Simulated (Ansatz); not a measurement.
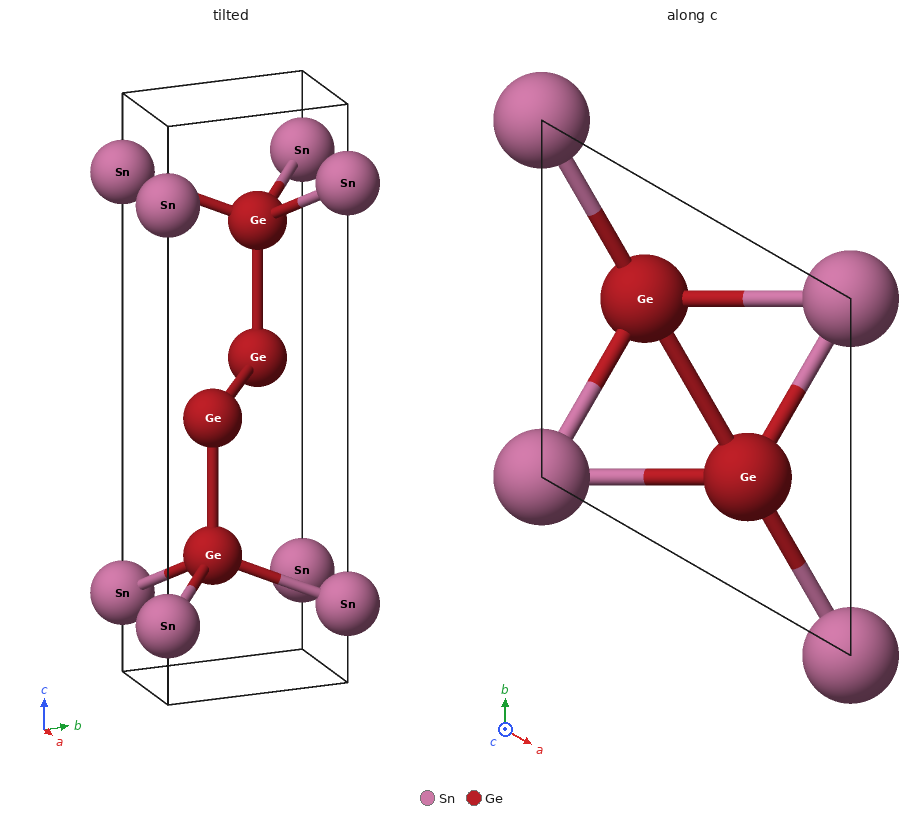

Shown here is a ball-and-stick view of the crystal, taken slightly off an axis and along the c axis. Lines trace the edges of the conventional unit cell. Cell: a = 4.29 Å, b = 4.29 Å, c = 10.53 Å, α = 90.00°, β = 90.00°, γ = 120.00°.

The structure was taken from a structure type filled with these elements by a generator (whether the compound takes this form wasn't checked). Earlier steps of the study may have refined or changed the cell and positions. It went into a calculation with Ansatz.

> Describe the crystal.

The solid is SnGe2. The lattice is primitive hexagonal and the space group P-3m1 (No. 164). With Z = 2, the cell contains 2 Sn, 4 Ge. The coordination shell of Sn holds three Ge and one Sn in a distorted tetrahedral arrangement (about 2.7 Å to Ge, 2.9 Å to Sn). Ge takes two kinds of site: 2d with four Ge in a tetrahedral arrangement at about 2.5 to 2.6 Å; 2d with three Sn and one Ge in a distorted tetrahedral arrangement (about 2.7 Å to Sn, 2.5 Å to Ge). The bonds build a three-dimensional framework.

Level of theory and settings: DFT PBE, scalar-relativistic, plane waves, PAW (Ansatz 0.2.0), a plane-wave cutoff of 420 eV, a 12×12×4 grid in reciprocal space, Gaussian smearing of 0.1 eV, no spin polarisation.

> How large a gap does the method give, if there is one?

A metal: bands cross the Fermi level.

> What are the atomic charges by Bader's partition?

Sn +0.24 e; Ge -0.25 to +0.02 e.

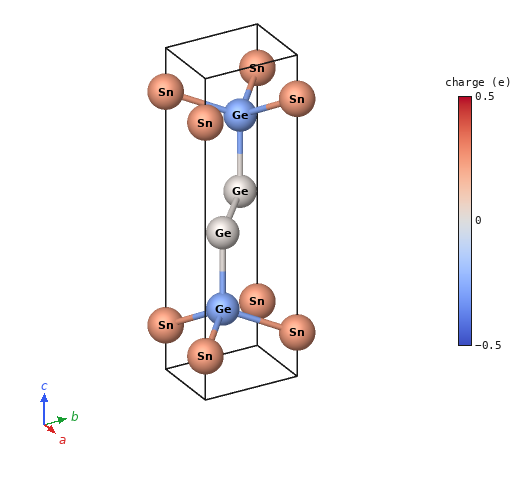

The atoms coloured by those charges. The run's cell of 6 atoms is drawn.

> Does the calculation find this structure at rest?

Yes. All forces vanish to within 0.01 eV/Å. The pressure is 0.0 GPa, close to zero.
